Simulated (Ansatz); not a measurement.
## Electronic structure of SiNi in real space

The calculation's input:

```
crystal:
  lattice:
    - [0.0, 2.5746188096, 2.5746188096]
    - [2.5746188096, 0.0, 2.5746188096]
    - [2.5746188096, 2.5746188096, 0.0]
  atoms:
    - { symbol: Ni, position: [0.0, 0.0, 0.0] }
    - { symbol: Si, position: [0.25, 0.25, 0.25] }
basis:
  ecutwfc: 500
kpoints:
  mp_grid: { grid: [14, 14, 14] }
hamiltonian:
  xc: r2scan
scf:
  occupations: { method: gaussian, width: 0.1 }
  lower_state_search: "off"
output:
  forces: true
  stress: true
  eigenvalues: true
  write_density: true
  write_potential: true
  elf: true
  volumetric_format: npy
```

Launched as:

```sh
ansatz run input.yaml --threads 1 --pin off --max-ram 2560MiB --backend cpu --events-out ev --progress --plain --runs-dir out
```

Below, planes, directions and counts refer to the conventional cell (a = 5.15 Å, b = 5.15 Å, c = 5.15 Å, α = 90.00°, β = 90.00°, γ = 90.00°).

Space group F-43m; started from the zinc blende prototype, which need not be the ambient phase; computed pressure about −3 GPa in this cell; computed without spin polarisation.

Computed with DFT r2SCAN, scalar-relativistic, plane waves, PAW in Ansatz 0.2.0.

In a PAW calculation such maps are meaningful between the atoms, not at the nuclei.

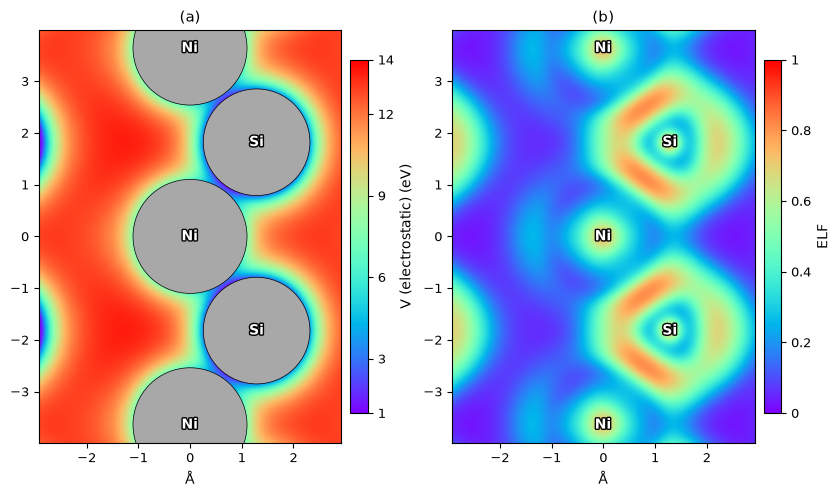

Figure 1. (a) electrostatic potential energy of an electron; (b) ELF on the (101) plane of the conventional cell. Grey discs cover the atomic cores in the potential map.

What does the map show?

Answer. The plane passes through Ni and Si nuclei. Si–Ni (2.23 Å): the ELF peaks at about 0.80 in the valence shell of Si, 0.8 Å from its nucleus, and is about 0.60 at the midpoint. The features right at Ni lie inside the PAW spheres, where the map follows smoothed inner orbitals and isn't to be read closely. Outside the cores the potential energy rises away from the atoms and is highest about 2.2 Å from the nearest atoms; its zero is arbitrary.

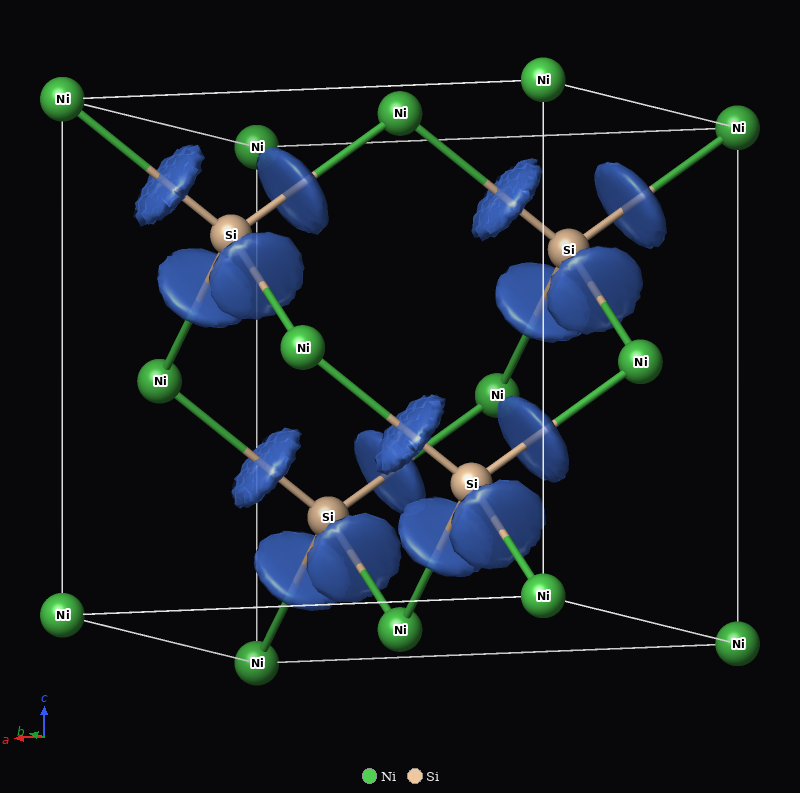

Figure 2. Isosurface of the electron localisation function at 0.75 (blue), seen at an oblique angle. Only the valence region is drawn (cores and ρ < 0.01 e/Å³ removed). Sticks mark near contacts.

Describe the localisation domains.

Answer. The surface consists of 16 lobes of the valence shell of Si pointing towards Ni (polar bonds), counted in one cell of 8 atoms. Any copies at cell faces, edges or corners count once.

Does the calculation give a band gap?

Answer. It is gapless in this calculation (a metal or semimetal).
